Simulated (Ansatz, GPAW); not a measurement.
# Photoemission of H-terminated Si(111) with 3 oxygen atoms in back bonds of a 2×2 cell, part 3 of 4

Wanted: the XPS lines and the band structure of H-terminated Si(111) with 3 oxygen atoms in back bonds of a 2×2 cell.

Ansatz 0.2.0 and GPAW 26.7.0; DFT, PBE, plane-wave PAW, default files, scalar-relativistic (the session's first sound run).

So far, gap on the k-mesh (eV): step 2 (relaxation) 1.09.

**3. Bands by layer (continued)**

The intensity has structure finer than the step of the table below, so its rows give means over 2.5 eV, whole bins alone (the curve runs from -22.6 to 1.47 eV). Peaks (eV: height): Si K-beta -2.23: 99.9; Si K-beta, E along x -2.03: 101; Si K-beta, E along y -2.03: 101; Si K-beta, E along z -2.43: 101; Si L2,3 -9.33: 99.9.

Shapes are the site's partial DOS without matrix elements, which overweights lines from ligand s bands. The intensity by emission energy less the core level's binding energy, zero at the valence-band maximum; means over each step; 7 of 9 lines; values in % of the unpolarised maximum:

| emission energy less the core level's binding energy (eV) | Si K-beta | Si K-beta, E along x | Si K-beta, E along y | Si K-beta, E along z | Si L2,3 | O K | O K, E along x |
| --- | --- | --- | --- | --- | --- | --- | --- |
| -20.0 | 2.11 | 1.92 | 1.92 | 2.50 | 3.12 | 0.599 | 0.589 |
| -17.5 | 0.779 | 0.765 | 0.765 | 0.807 | 0.809 | 0.325 | 0.294 |
| -15.0 | 0.736 | 0.736 | 0.736 | 0.736 | 1.17 | 0.537 | 0.490 |
| -12.5 | 2.11 | 2.17 | 2.17 | 2.00 | 9.49 | 2.82 | 2.50 |
| -10.0 | 12.2 | 13.2 | 13.2 | 10.3 | 76.8 | 19.1 | 16.1 |
| -7.5 | 22.6 | 22.0 | 22.0 | 23.8 | 64.2 | 27.8 | 23.1 |
| -5.0 | 42.0 | 37.7 | 37.7 | 50.7 | 36.5 | 66.8 | 68.8 |
| -2.5 | 89.0 | 88.8 | 88.8 | 89.5 | 16.9 | 46.5 | 52.5 |
| 0.0 | 35.2 | 39.4 | 39.4 | 26.7 | 3.18 | 11.8 | 16.4 |

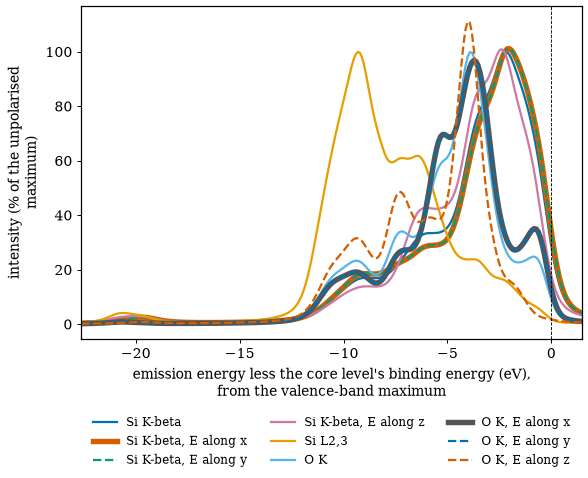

Intensity, plotted against emission energy less the core level's binding energy.

The spectra weight each projected shell by its atomic cross section (Dirac–Hartree–Slater) and angular factor, for unpolarised light with the analyser at 54.7° from the beam. Broadening, on top of any smearing of the DOS itself: a Gaussian of 0.45 eV and a Lorentzian of 0.1 eV plus 0.05 times the binding energy (full widths), Fermi edge at 300 K. Each atom is damped by exp[−depth/(λ cos θ)], θ = 75° from the normal, λ from the universal curve. Curves are cut 10 eV under the photon energy, above any shell that the free atom's threshold puts out of reach, or at the lower edge of the window: 11.2 eV at 21.2 eV, 22.7 eV at 60 eV, 22.7 eV at 1486.7 eV, 22.7 eV at 5414.7 eV and 22.7 eV at 9251.7 eV. Dipole terms alone, which is rough above 3 keV; no background, satellites or final-state effects.

How the area divides among the shells (%):

| shell | 21.2 eV | 60 eV | 1486.7 eV | 5414.7 eV | 9251.7 eV |
| --- | --- | --- | --- | --- | --- |
| H 1s | 15.5 | 2.3 | 0.1 | 0.0 | 0.0 |
| O 2s | 0.0 | 11.5 | 31.2 | 22.0 | 18.8 |
| O 2p | 78.9 | 80.2 | 6.7 | 1.3 | 0.7 |
| Si 3s | 1.5 | 2.0 | 44.9 | 68.7 | 75.2 |
| Si 3p | 4.1 | 4.2 | 17.1 | 8.0 | 5.3 |

Cross sections used, in Mb an electron:

| shell | 21.2 eV | 60 eV | 1486.7 eV | 5414.7 eV | 9251.7 eV |
| --- | --- | --- | --- | --- | --- |
| H 1s | 1.9 | 0.092 | 3.0e-6 | 3.7e-8 | 6.0e-9 |
| O 2s | - | 0.41 | 9.4e-4 | 2.4e-5 | 4.8e-6 |
| O 2p | 2.7 | 0.89 | 6.3e-5 | 4.6e-7 | 5.3e-8 |
| Si 3s | 0.13 | 0.15 | 5.3e-4 | 2.1e-5 | 4.8e-6 |
| Si 3p | 0.15 | 0.13 | 8.8e-5 | 1.1e-6 | 1.4e-7 |

Regions along c: top from 15.1 to 22.4 Å, middle from 9.7 to 15.1 Å, bottom from 3.0 to 9.7 Å. The top region's edge passes close to a layer, so the weights are only a guide.

The largest force component on a free atom is 0.017 eV/Å, so the atoms are at rest for these settings too.

**4. GPAW: core holes**

This step: DFT, PBE, PAW datasets of GPAW, plane waves, scalar-relativistic (GPAW 26.7.0).

Core holes in GPAW use datasets generated with one core electron removed, a separate route to the same levels.

run.py reads:

```python
import json
import numpy as np
from ase import Atoms
from ase.parallel import paropen
from gpaw import GPAW, PW, FermiDirac, Mixer, MixerDif, setup_paths

setup_paths.insert(0, '.')
atoms = Atoms(['H', 'H', 'H', 'H', 'Si', 'O', 'O', 'O', 'Si', 'Si', 'Si', 'Si', 'Si', 'Si', 'Si', 'Si', 'Si', 'Si', 'Si', 'Si', 'Si', 'Si', 'Si', 'Si', 'Si', 'Si', 'Si', 'Si', 'Si', 'Si', 'Si', 'H', 'H', 'H', 'H'],
              cell=[[7.67918, 0.0, 0.0], [3.83959, 6.650365, 0.0], [0.0, 0.0, 24.783777]],
              scaled_positions=[[0.0, -0.0, 0.742573], [0.48901, 0.02198, 0.682557], [0.02198, 0.48901, 0.682557], [0.48901, 0.48901, 0.682557], [0.0, -0.0, 0.683109], [0.888524, 0.222952, 0.657925], [0.888524, 0.888524, 0.657925], [0.222952, 0.888524, 0.657925], [0.494404, 0.011192, 0.622142], [0.011192, 0.494404, 0.622142], [0.494404, 0.494404, 0.622142], [0.825018, 0.349963, 0.599404], [0.333333, 0.333333, 0.587706], [0.825018, 0.825018, 0.599404], [0.349963, 0.825018, 0.599404], [0.838474, 0.323053, 0.502462], [0.333333, 0.333333, 0.494894], [0.838474, 0.838474, 0.502462], [0.323053, 0.838474, 0.502462], [0.165404, 0.165404, 0.467066], [0.669192, 0.165404, 0.467066], [0.165404, 0.669192, 0.467066], [0.666667, 0.666667, 0.472627], [0.166667, 0.166667, 0.372976], [0.666667, 0.166667, 0.372976], [0.166667, 0.666667, 0.372976], [0.666667, 0.666667, 0.372976], [0.0, 0.0, 0.341352], [0.5, 0.0, 0.341352], [-0.0, 0.5, 0.341352], [0.5, 0.5, 0.341352], [0.0, 0.0, 0.282443], [0.5, 0.0, 0.282443], [-0.0, 0.5, 0.282443], [0.5, 0.5, 0.282443]],
              pbc=(True, True, False))
params = dict(mode=PW(500),
              xc='PBE',
              kpts={'size': (3, 3, 1), 'gamma': True},
              occupations=FermiDirac(0.02),
              nbands=-25,
              maxiter=200,
              txt='gs.txt',
              mixer=Mixer(0.05, 8, 80),
              poissonsolver={'dipolelayer': 'xy'})
atoms.calc = calc = GPAW(**params)
atoms.get_potential_energy()
ef = calc.get_fermi_level()
nk, ns = len(calc.get_ibz_k_points()), calc.get_number_of_spins()
out = dict(free=atoms.get_potential_energy(force_consistent=True), ef=ef, nel=calc.get_number_of_electrons(), cell=atoms.cell[:], frac=atoms.get_scaled_positions(wrap=False),
           eig=[[calc.get_eigenvalues(k, s) for k in range(nk)] for s in range(ns)], forces=atoms.get_forces(apply_constraint=False))
out['v'] = calc.get_electrostatic_potential().mean(axis=(0, 1))
out['site_potential'] = calc.get_atomic_electrostatic_potentials()
e0 = out['free'] + calc.get_reference_energy()
out['levels'] = {}
for i in [7, 4, 10, 11]:
    hole = atoms.copy()
    hole.calc = GPAW(**{**params, 'charge': -1, 'txt': f'hole{i}.txt', 'setups': {**params.get('setups', {}), i: 'hole' + params.get('setups', {}).get(atoms[i].symbol, '')}})
    out['levels'][i] = hole.get_potential_energy(force_consistent=True) + hole.calc.get_reference_energy() - e0
    with paropen('out.json', 'w') as f:
        json.dump(out, f, default=lambda a: a.tolist())
```

The run is started by

```
$ gpaw-setup -f PBE H > setup.log
$ gpaw-setup -f PBE Si > setup.log
$ gpaw-setup -f PBE O > setup.log
$ gpaw-setup -f PBE --core-hole=2p,1.0 --name=hole Si > setup.log
$ gpaw-setup -f PBE --core-hole=1s,1.0 --name=hole O > setup.log
$ OMP_NUM_THREADS=1 mpirun -n 8 gpaw python run.py > run.log
```

Numbers of over 12 decimals in the logs are rounded to 6 here.

The program printed:

```text
__  _  _
 | _ |_)|_||  |
 |__||  | ||/\| - 26.7.0

units:  Angstrom and eV
cores:  8
OpenMP: True

Versions:

Paths:

Git-hashes:

OMP_NUM_THREADS: 1

Environment variables:
  GPAW_CPUPY:          False
  GPAW_DEBUG:          False
  GPAW_MPI_BACKEND:    cgpaw
  GPAW_MPI_OPTIONS:    None
  GPAW_NO_C_EXTENSION: False
  GPAW_NO_GPU_MPI:     False
  GPAW_TRACE:          False
  GPAW_USE_GPUS:       False

Input parameters:
  mode=PW(ecut=500.0),
  kpts=MonkhorstPack(size=(3, 3, 1), gamma=True),
  maxiter=200,
  mixer=Pulay(name='pulay', nmaxold=8, beta=0.05, weight=80, sigma=0.015, g_ss=None),
  nbands=-25,
  occupations=Occupations(name='fermi-dirac', width=0.02, fixmagmom=False),
  poissonsolver=PoissonSolver(dipolelayer='xy'),
  xc=XC(name='PBE')

Diagonalizing LCAO Hamiltonian
Converting LCAO to pw mode

                       O            O
       H      H        H
                         Si       Si
       Si     Si H     Si  O
                           Si
                 Sii     Si       Si

                  Sii      SiSi

            Si        Si
                   Si        Si

             Sii      Sii
              H        H
       Si        Si
       H         H

Atoms  # Å, Bohr magnetons
|    | symbol |         x |        y |         z |    initial magnetic moments |
|----|--------|-----------|----------|-----------|-----------------------------|
|  0 |      H |  0.000000 | 0.000000 | 18.403764 | ( 0.0000,  0.0000,  0.0000) |
|  1 |      H |  3.839590 | 0.146175 | 16.916340 | ( 0.0000,  0.0000,  0.0000) |
|  2 |      H |  2.046386 | 3.252095 | 16.916340 | ( 0.0000,  0.0000,  0.0000) |
|  3 |      H |  5.632794 | 3.252095 | 16.916340 | ( 0.0000,  0.0000,  0.0000) |
|  4 |     Si |  0.000000 | 0.000000 | 16.930021 | ( 0.0000,  0.0000,  0.0000) |
|  5 |      O |  7.679180 | 1.482712 | 16.305866 | ( 0.0000,  0.0000,  0.0000) |
|  6 |      O | 10.234704 | 5.909009 | 16.305866 | ( 0.0000,  0.0000,  0.0000) |
|  7 |      O |  5.123656 | 5.909009 | 16.305866 | ( 0.0000,  0.0000,  0.0000) |
|  8 |     Si |  3.839590 | 0.074431 | 15.419029 | ( 0.0000,  0.0000,  0.0000) |
|  9 |     Si |  1.984254 | 3.287967 | 15.419029 | ( 0.0000,  0.0000,  0.0000) |
| 10 |     Si |  5.694926 | 3.287967 | 15.419029 | ( 0.0000,  0.0000,  0.0000) |
| 11 |     Si |  7.679176 | 2.327382 | 14.855495 | ( 0.0000,  0.0000,  0.0000) |
| 12 |     Si |  3.839586 | 2.216786 | 14.565574 | ( 0.0000,  0.0000,  0.0000) |
| 13 |     Si |  9.503193 | 5.486671 | 14.855495 | ( 0.0000,  0.0000,  0.0000) |
| 14 |     Si |  5.855160 | 5.486671 | 14.855495 | ( 0.0000,  0.0000,  0.0000) |
| 15 |     Si |  7.679184 | 2.148420 | 12.452906 | ( 0.0000,  0.0000,  0.0000) |
| 16 |     Si |  3.839586 | 2.216786 | 12.265343 | ( 0.0000,  0.0000,  0.0000) |
| 17 |     Si |  9.658189 | 5.576158 | 12.452906 | ( 0.0000,  0.0000,  0.0000) |
| 18 |     Si |  5.700179 | 5.576158 | 12.452906 | ( 0.0000,  0.0000,  0.0000) |
| 19 |     Si |  1.905251 | 1.099997 | 11.575660 | ( 0.0000,  0.0000,  0.0000) |
| 20 |     Si |  5.773929 | 1.099997 | 11.575660 | ( 0.0000,  0.0000,  0.0000) |
| 21 |     Si |  3.839590 | 4.450371 | 11.575660 | ( 0.0000,  0.0000,  0.0000) |
| 22 |     Si |  7.679184 | 4.433579 | 11.713482 | ( 0.0000,  0.0000,  0.0000) |
| 23 |     Si |  1.919799 | 1.108396 |  9.243754 | ( 0.0000,  0.0000,  0.0000) |
| 24 |     Si |  5.759389 | 1.108396 |  9.243754 | ( 0.0000,  0.0000,  0.0000) |
| 25 |     Si |  3.839594 | 4.433579 |  9.243754 | ( 0.0000,  0.0000,  0.0000) |
| 26 |     Si |  7.679184 | 4.433579 |  9.243754 | ( 0.0000,  0.0000,  0.0000) |
| 27 |     Si |  0.000000 | 0.000000 |  8.459992 | ( 0.0000,  0.0000,  0.0000) |
| 28 |     Si |  3.839590 | 0.000000 |  8.459992 | ( 0.0000,  0.0000,  0.0000) |
| 29 |     Si |  1.919795 | 3.325182 |  8.459992 | ( 0.0000,  0.0000,  0.0000) |
| 30 |     Si |  5.759385 | 3.325182 |  8.459992 | ( 0.0000,  0.0000,  0.0000) |
| 31 |      H |  0.000000 | 0.000000 |  7.000004 | ( 0.0000,  0.0000,  0.0000) |
| 32 |      H |  3.839590 | 0.000000 |  7.000004 | ( 0.0000,  0.0000,  0.0000) |
| 33 |      H |  1.919795 | 3.325182 |  7.000004 | ( 0.0000,  0.0000,  0.0000) |
| 34 |      H |  5.759385 | 3.325182 |  7.000004 | ( 0.0000,  0.0000,  0.0000) |

Unit cell  # Å
| periodic |        x |        y |         z |   lengths |    angles |
|----------|----------|----------|-----------|-----------|-----------|
|      yes | 7.679180 | 0.000000 |  0.000000 |  7.679180 | 90.000000 |
|      yes | 3.839590 | 6.650365 |  0.000000 |  7.679180 | 90.000000 |
|       no | 0.000000 | 0.000000 | 24.783777 | 24.783777 | 60.000000 |

Number of symmetries: 1
Symmetry operations  # r_c * U_cc + t_c -> r_c
|   | kind |            matrix            |
|---|------|------------------------------|
| 0 |  E   |  1, 0, 0,  0, 1, 0,  0, 0, 1 |

BZ-sampling:
  Number of BZ points: 9
  Number of IBZ points: 5

  Monkhorst-Pack size: [3, 3, 1]
  Monkhorst-Pack shift: [0, 0, 0]

K-points  # in reciprocal-cell coordinates
|   |                                coordinates |     weight |
|---|--------------------------------------------|------------|
| 0 | (  0.00000000,   0.00000000,   0.00000000) | 0.11111111 |
| 1 | (  0.00000000,   0.33333333,   0.00000000) | 0.22222222 |
| 2 | (  0.33333333,  -0.33333333,   0.00000000) | 0.22222222 |
| 3 | (  0.33333333,   0.00000000,   0.00000000) | 0.22222222 |
| 4 | (  0.33333333,   0.33333333,   0.00000000) | 0.22222222 |

Plane wave coefficients: 32214
Cutoff: 500.0 eV

Spin-components: 1 (collinear spins)
Bands:           86
Projectors:      159
Spin-degeneracy: 2
Datatype:        complex128

  Storage: CPU
  Wave functions: 220_029_280 bytes (27_503_660 per core)
  Projectors: 145_833_360 bytes (18_229_170 per core)

Parallelization:
  kpt:    1
  domain: 8
  band:   1

Density:
  Valence electrons: 122.0
  Components: 1
  Grid points: [ 40  40 128]
  Charge: 0.0  # |e|

Potential:
  Grid points: [ 40  40 128]

species:
  H:
    name:    Hydrogen
    Z:       1.0
    valence: 1
    core:    0
    charge:  0.0  # [|e|]
    compensation charges:
      type: gauss
      rc: 0.15  # [Å]
      lmax: 2
    cutoffs:
      filter: 0.85  # [Å]
      core: 0.53  # [Å]
    projectors
    | kind |    occ | energy [eV] | rcut [Å] |
    |------|--------|-------------|----------|
    |   1s |  1.000 |      -6.494 |    0.476 |
    |    s |        |      20.717 |    0.476 |
    |    p |        |       0.000 |    0.476 |

    Using partial waves for H as LCAO basis

  Si:
    name:    Silicon
    Z:       14.0
    valence: 4
    core:    10
    charge:  0.0  # [|e|]
    compensation charges:
      type: gauss
      rc: 0.33  # [Å]
      lmax: 2
    cutoffs:
      filter: 1.86  # [Å]
      core: 2.06  # [Å]
    projectors
    | kind |    occ | energy [eV] | rcut [Å] |
    |------|--------|-------------|----------|
    |   3s |  2.000 |     -10.812 |    1.058 |
    |   3p |  2.000 |      -4.081 |    1.058 |
    |    s |        |      16.399 |    1.058 |
    |    p |        |      23.131 |    1.058 |
    |    d |        |       0.000 |    1.058 |

    Using partial waves for Si as LCAO basis

  O:
    name:    Oxygen
    Z:       8.0
    valence: 6
    core:    2
    charge:  0.0  # [|e|]
    compensation charges:
      type: gauss
      rc: 0.21  # [Å]
      lmax: 2
    cutoffs:
      filter: 1.17  # [Å]
      core: 0.83  # [Å]
    projectors
    | kind |    occ | energy [eV] | rcut [Å] |
    |------|--------|-------------|----------|
    |   2s |  2.000 |     -23.961 |    0.688 |
    |   2p |  4.000 |      -9.029 |    0.598 |
    |    s |        |       3.251 |    0.688 |
    |    p |        |      18.182 |    0.598 |
    |    d |        |       0.000 |    0.619 |

    Using partial waves for O as LCAO basis

Reference energy: -195494.746387  # eV

eigensolver:
  PPCG
  Converge bands: occupied
  niter=2

density mixing:
  Pulay-Mixer
  Linear mixing parameters: 0.05
  Old densities: 8
  Fourier metric: weight=80, sigma=0.015

occupation numbers:
  Fermi-Dirac:
    width: 0.0200  # eV

<gpaw.new.pw.poisson.DipoleLayerPWPoissonSolver object at 0x5f8a43622c30>
xc functional:
  name: PBE with 2 nearest neighbor stencil

Initialization done in: 3.716 s

convergence criteria:
- Maximum [total energy] change in last 3 cyles: 0.0005 eV / valence electron
- Maximum integral of absolute [dens]ity change: 0.0001 electrons / valence electron
- Maximum integral of absolute [eigenst]ate change: 4e-08 eV^2 / valence electron
maximum number of iterations: 200

SCF iterations
|iter     |     time |      energy | eigst |  dens |
|---------|----------|-------------|-------|-------|
|iter:   1|       0s | -184.698322 | +0.11 |       |
|iter:   2|       5s | -183.494421 | -1.57 | -0.73 |
|iter:   3|      10s | -178.795827 | -1.33 | -0.76 |
|iter:   4|      15s | -178.239496 | -2.57 | -0.99 |
|iter:   5|      20s | -177.844393 | -2.51 | -1.06 |
|iter:   6|      24s | -177.566104 | -2.45 | -1.23 |
|iter:   7|      29s | -177.560279 | -3.04 | -1.59 |
|iter:   8|      34s | -177.526370c| -3.23 | -1.86 |
|iter:   9|      39s | -177.536277c| -3.54 | -2.01 |
|iter:  10|      44s | -177.528914c| -3.76 | -2.17 |
|iter:  11|      48s | -177.529330c| -4.52 | -2.39 |
|iter:  12|      53s | -177.528885c| -4.70 | -2.68 |
|iter:  13|      58s | -177.528813c| -5.30 | -2.94 |
|iter:  14|      63s | -177.528791c| -6.43 | -3.53 |
|iter:  15|      68s | -177.528793c| -7.34 | -3.59 |
|iter:  16|      73s | -177.528793c| -8.07c| -3.68 |
|iter:  17|      77s | -177.528802c| -7.22 | -3.71 |
|iter:  18|      82s | -177.528804c| -7.87c| -4.12c|

Converged in 18 steps
SCF loop duration: 86.540 s (4.808 s/step)
Energy contributions relative to reference atoms: (reference = -195494.746387)

Energy contributions:
  Kinetic:         262.518767
  Coulomb:        -236.587457
  Zero:             -0.282708
  External:          0.000000
  Xc:             -203.177406
  Entropy:          -0.000000
  Spinorbit:         0.000000
  ----------------------------
  Free energy:    -177.528804
  Extrapolated:   -177.528804

dipole moment: (-115.205237, -66.513757, -0.071118)  # |e|*Ang

Fermi level: -0.276
Eigenvalues  # (at kpt = [0.000, 0.000, 0.000])
| band index |      eig [eV] | occ [0-2] |
|------------|---------------|-----------|
|          0 |       -21.661 |     2.000 |
|        ... |               |           |
|         53 |        -2.012 |     2.000 |
|         54 |        -1.520 |     2.000 |
|         55 |        -1.520 |     2.000 |
|         56 |        -1.221 |     2.000 |
|         57 |        -1.221 |     2.000 |
|         58 |        -1.151 |     2.000 |
|         59 |        -0.860 |     2.000 |
|         60 |        -0.860 |     2.000 |
|         61 |         0.224 |     0.000 |
|         62 |         0.311 |     0.000 |
|         63 |         0.538 |     0.000 |
|         64 |         0.538 |     0.000 |
|         65 |         1.026 |     0.000 |
|         66 |         1.185 |     0.000 |
|         67 |         1.203 |     0.000 |
|         68 |         1.224 |     0.000 |
|        ... |               |           |
|         85 |         3.181 |     0.000 |

Gap: 1.084 eV
Transition (v -> c):
  (s=0, k=0, n=60, [0.00, 0.00, 0.00]) -> (s=0, k=0, n=61, [0.00, 0.00, 0.00])
No difference between direct/indirect transitions
vacuum-level: 4.033  # V
Workfunctions: 4.433, 4.183 eV (top, bottom)

Forces  # eV/Ang
|        x |        y |        z |
|----------|----------|----------|
| -0.00006 |  0.00006 |  0.04976 |  # H    0
| -0.00002 |  0.00496 |  0.03933 |  # H    1
|  0.00427 | -0.00244 |  0.03935 |  # H    2
| -0.00418 | -0.00236 |  0.03935 |  # H    3
|  0.00039 |  0.00074 |  0.44737 |  # Si   4
| -0.00152 |  0.21833 |  0.05843 |  # O    5
| -0.18804 | -0.10863 |  0.05760 |  # O    6
|  0.18889 | -0.11088 |  0.05841 |  # O    7
|  0.00014 |  0.00698 | -0.02172 |  # Si   8
|  0.00608 | -0.00341 | -0.02170 |  # Si   9
| -0.00573 | -0.00337 | -0.02140 |  # Si  10
| -0.00001 |  0.14191 | -0.27916 |  # Si  11
|  0.00010 |  0.00003 | -0.00389 |  # Si  12
| -0.12262 | -0.07081 | -0.27905 |  # Si  13
|  0.12271 | -0.07088 | -0.27881 |  # Si  14
| -0.00006 |  0.00499 |  0.00928 |  # Si  15
[...]
|  0.00005 |  0.00004 |  0.76209 |  # Si  27
|  0.00005 |  0.08838 |  0.94197 |  # Si  28
|  0.07656 | -0.04413 |  0.94196 |  # Si  29
| -0.07647 | -0.04414 |  0.94197 |  # Si  30
| -0.00000 | -0.00004 | -0.84041 |  # H   31
| -0.00000 | -0.04372 | -0.82595 |  # H   32
| -0.03783 |  0.02180 | -0.82595 |  # H   33
|  0.03783 |  0.02180 | -0.82595 |  # H   34

Force computation time: 1.066  # s
```

Wall time 9.2 min (8 MPI ranks of Arm Neoverse V2, shared host).

This step gave:

```yaml
free_energy: -177.5288 eV
fermi_energy: -0.2755 eV
gap_on_the_k_mesh: 1.084 eV
ionisation_potential_upper_face: 5.017 eV
ionisation_potential_lower_face: 4.767 eV
```

[end of part 3 of 4]

[Logs are printed without paths, hosts, clocks, repeated set-up lines and the standing remarks that a program may print on its own settings, such as how far it seeks lower states.]

[Hosts, paths, dates, database ids (printed as entryN), source tags and the programs' standing remarks are cut or masked in the printed files.]

[Maps of the electrostatic potential energy from Ansatz leave out the sawtooth potential of an applied field or a dipole correction, so their vacuum need not be flat; work functions include it.]
